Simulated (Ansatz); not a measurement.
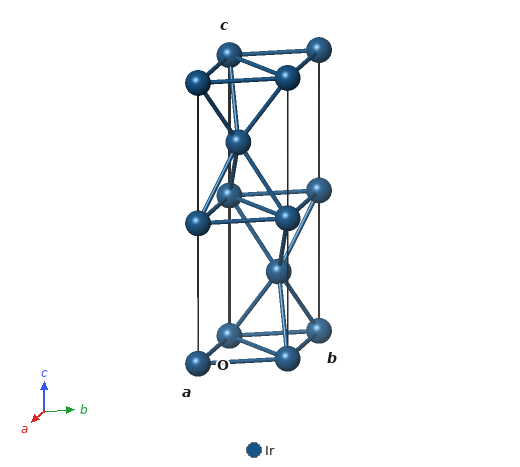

Crystal: Ir, the end point of a relaxation with DFT, r2SCAN, plane waves (500 eV) with PAW, scalar-relativistic (Ansatz 0.2.0); the starting structure was generated, so it need not be a known form of this composition. One unit cell is drawn above. The drawing is computed from the coordinates (standard cell, symmetry found to 0.002 Å).

```xyz
4
Lattice="2.7200 0.0000 0.0000 -1.3600 2.3555 0.0000 0.0000 0.0000 8.8906" Properties=species:S:1:pos:R:3 pbc="T T T"
Ir    0.0000    0.0000    0.0000
Ir    0.0000    0.0000    4.4453
Ir    0.0000    1.5704    2.2227
Ir    1.3600    0.7852    6.6680
```

Q: What is its point group?

A: 6/mmm (D6h), order 24, hexagonal system: one sixfold axis, six twofold axes, seven mirror planes, an inversion centre.

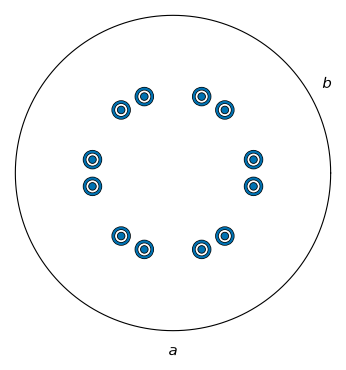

Stereographic projection: filled dots lie in the upper hemisphere, open rings in the lower. The poles are one general form. The c axis points at the viewer.

Q: What does this class allow?

A: Class 6/mmm is centrosymmetric, so neither piezoelectric nor pyroelectric; it is not chiral. Its Laue class is 6/mmm.
